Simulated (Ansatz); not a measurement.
**A series of single points on Ge**

System: Ge (P6/mmm, 3 atoms in the cell).
Method: DFT, RPBE, plane waves (420 eV) with PAW, scalar-relativistic, no spin polarisation (Ansatz 0.2.0).

The 5 runs differ only in the geometry, by an even scaling of the cell at fixed fractional positions.

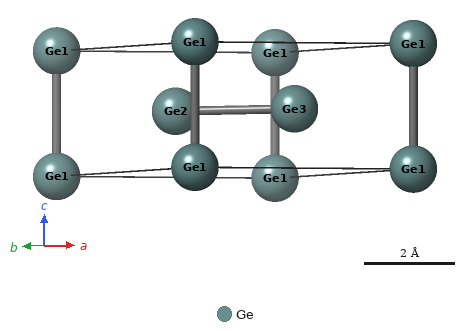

Figure 1. The structure of run 3 (ball-and-stick view of the cell of the calculation, seen at an oblique angle; atoms are numbered from 1 in the order of the input).

## Input of run 3
```yaml
crystal:
  lattice:
    - [4.9469176343, 0.0, 0.0]
    - [-2.4734588172, 4.2841563417, 0.0]
    - [0.0, 0.0, 2.8121672416]
  atoms:
    - { symbol: Ge, position: [0.0, 0.0, 1.0] }
    - { symbol: Ge, position: [0.3333333333, 0.6666666667, 0.5] }
    - { symbol: Ge, position: [0.6666666667, 0.3333333333, 0.5] }
hamiltonian:
  xc: rpbe
  pseudopotentials:
    kind: paw
    azcp:
      Ge: "pseudopotentials/Ge.paw.azcp"
basis:
  ecutwfc: 420
  fft_grid_basis: typed
kpoints:
  mp_grid: { grid: [8, 8, 13], shift: [0, 0, 0] }
magnetization:
  spin_polarized: false
scf:
  occupations: { method: fermi_dirac, width: 0.1 }
  lower_state_search: "off"
output:
  stress: true
```

Lattice vectors (Å) and fractional positions of run 3:
```
   4.946918    0.000000    0.000000
  -2.473459    4.284156    0.000000
   0.000000    0.000000    2.812167
Ge  0.000000  0.000000  1.000000
Ge  0.333333  0.666667  0.500000
Ge  0.666667  0.333333  0.500000
```

Run 4 differs from it as follows:
```diff
-    - [4.9469176343, 0.0, 0.0]
-    - [-2.4734588172, 4.2841563417, 0.0]
-    - [0.0, 0.0, 2.8121672416]
+    - [5.0120161211, 0.0, 0.0]
+    - [-2.5060080606, 4.3405332851, 0.0]
+    - [0.0, 0.0, 2.8491736859]
```

## Results, with one run withheld

```csv
run,volume per atom (Å³),"free energy per atom, from the lowest run given (meV)",pressure (GPa)
1,18.277,28.16,6.05
2,19.072,6.69,2.73
3,19.866,0.00,0.07
4,20.661,?,?
5,21.456,19.84,−3.79
```

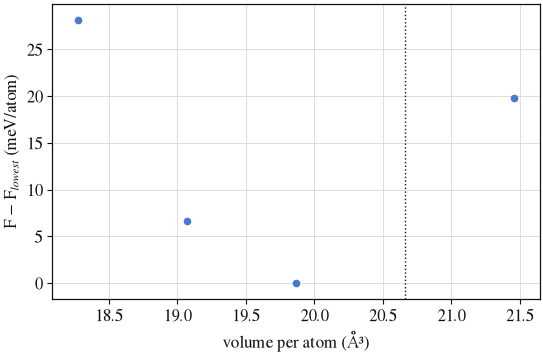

Figure 2. Free energy per atom of the runs given; the dotted line marks run 4.

Estimate the energy of run 4 from the others.

A quadratic polynomial in V^(−2/3) (the Birch–Murnaghan form), fitted to the 4 runs given, misses them by at most 0.07 meV per atom. With x = V^(−2/3) − 0.13751 Å⁻², it reads F = 0.72252 + 1188.2 x + 4.4734e+05 x² (meV per atom). At run 4 it gives 5.02 meV per atom, and the run itself gives 5.16. The slope of the fit gives a pressure −dF/dV of −2.07 GPa there, and the run prints −2.07 GPa. The fit has its minimum at 19.899 Å³ per atom, where V d²F/dV² gives 59.4 GPa. Cell shape and fractional positions are held, so this is the stiffness under even scaling; the relaxed bulk modulus wasn't computed.

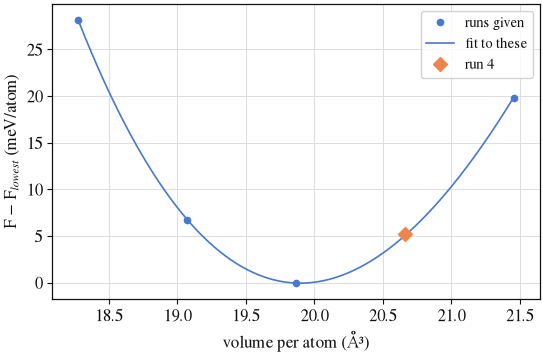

Figure 3. The fit and the withheld run.

## Output, shortened to warnings, some set-up lines, iterations and results (run 4)
```
Basis set: ecut = 420 eV, 1251 PW (Γ)
Symmetry: 24 space group operations
k-points: 70 of 832
Initial density: superposition of atomic densities (neutral atoms: chi_scale 0, normalization atom), corrected by the library's trained network
[...]
SCF iter   1: F=—  HF=-12901.092991 eV  |F-HF|=—  |Δ(HF+E_count)|=         —  Δρ=3.08e-3  dr2=3.69e-3  ethr=1.77e-3  ⟨swp⟩=5.4  Hψ=6392  notcnv=0
SCF iter   2: F=—  HF=-12901.091435 eV  |F-HF|=—  |Δ(HF+E_count)|=   1.56e-3  Δρ=1.42e-3  dr2=1.46e-3  ethr=8.78e-6  ⟨swp⟩=2.0  Hψ=3721  notcnv=0
SCF iter   3: F=—  HF=-12901.091255 eV  |F-HF|=—  |Δ(HF+E_count)|=   1.80e-4  Δρ=8.42e-4  dr2=4.73e-4  ethr=3.47e-6  ⟨swp⟩=2.0  Hψ=3223  notcnv=0
SCF iter   4: F=—  HF=-12901.091166 eV  |F-HF|=—  |Δ(HF+E_count)|=   8.90e-5  Δρ=1.17e-4  dr2=8.72e-6  ethr=1.13e-6  ⟨swp⟩=2.0  Hψ=2081  notcnv=0
SCF iter   5: F=—  HF=-12901.091166 eV  |F-HF|=—  |Δ(HF+E_count)|=   2.57e-7  Δρ=4.13e-5  dr2=9.85e-7  ethr=2.08e-8  ⟨swp⟩=2.0  Hψ=3038  notcnv=0
SCF iter   6: F=—  HF=-12901.091165 eV  |F-HF|=—  |Δ(HF+E_count)|=   5.80e-7  Δρ=1.22e-5  dr2=5.83e-8  ethr=2.38e-10  ⟨swp⟩=3.0  Hψ=6990  notcnv=0
SCF iter   7: F=-12901.091165 eV  HF=-12901.091165 eV  |F-HF|=3.70e-9  |Δ(HF+E_count)|=   9.43e-8  Δρ=4.09e-6  dr2=9.13e-9  ethr=1.39e-10  ⟨swp⟩=4.0  Hψ=5888  notcnv=0
SCF 1 converged in 7 iterations: F = -12901.091165 eV  dr2 = 9.13e-9
SCF converged after 7 iterations
Free energy (F): -12901.091165 eV
Harris-Foulkes:  -12901.091165 eV  (|F-HF|=3.70e-9)
Internal energy: -12901.045303 eV  (E = F + TS)
E sigma→0 (E₀):  -12901.068234 eV
Entropy (-TS):   -0.045863 eV (-15.288 meV/atom)
Fermi energy:    9.831694 eV
--- Per-component energies (eV) ---
  E_band       = -386.937866
  E_kinetic    = 326.481990
  E_local      = -6612.402236  (includes V_loc(G=0)·N_el)
  E_nonlocal   = 1242.905526
  E_hartree    = 2879.681276
  E_xc         = -225.072761
  E_vxc        = -190.495841  (∫ρ·V_xc dr)
  E_paw        = -6064.337781  (= ΣΔE_a)
  E_vpaw       = -912.786708  (= ΣTr[D̂ρ^β])
  E_aug_tail   = 0.000858  (compensation charges beyond the density's cutoff)
  E_ewald      = -4447.756456
  E_core_change = -0.545719  (= ΣΔE_core)
  E_smearing   = -0.045863  (= −TS)
  E_closure    = -0.000000  (closes the sum)
  Σ components = -12901.091165   (vs F -12901.091165, Δ=0.00e0)
--- Stress (GPa, compression-positive) ---
       -2.367767      -0.000000       0.000000
        0.000000      -2.367767       0.000000
        0.000000       0.000000      -1.476396
  P = ⅓ Tr σ = -2.0706 GPa (-20.706 kbar)
```
